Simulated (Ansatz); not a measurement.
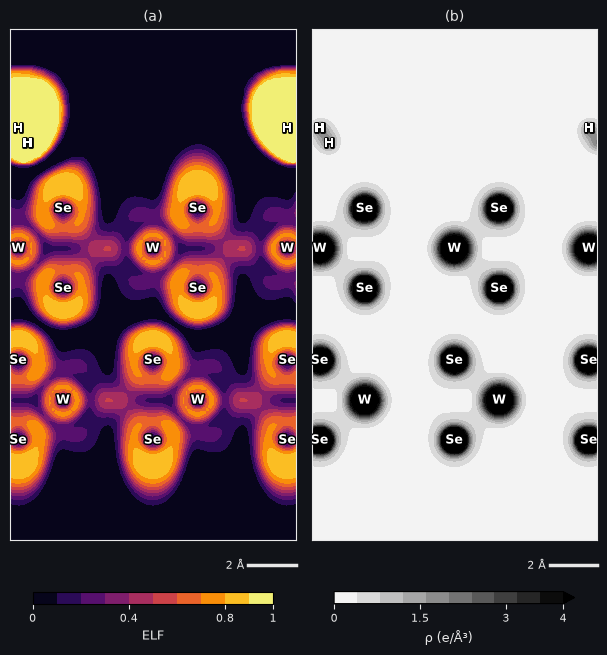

Figure. HW4Se8 (slab). (a) ELF; (b) valence pseudo-density on the (110) plane of the calculation cell, a cut from vacuum to vacuum.

The calculation used DFT PBE+D3(BJ), scalar-relativistic, plane waves, PAW (Ansatz).

### Read the bonding off the picture.

The section cuts through Se, W and H sites. H–H (0.75 Å): ρ at the midpoint is about 1.8 e/Å³; the ELF peaks at about 1 between the atoms. W–Se (2.53 Å): the density is about 0.55 e/Å³ at the midpoint; the ELF is about 0.55 at the midpoint. The density dies away to nearly zero in the vacuum. The features right at W lie inside the PAW spheres, where the map follows smoothed inner orbitals and isn't to be read closely.

### Does the calculation make it a metal, or give it a gap?

It is gapped, with a Kohn–Sham gap of 1.3 eV on the k-point mesh, an upper bound to the gap of this method.
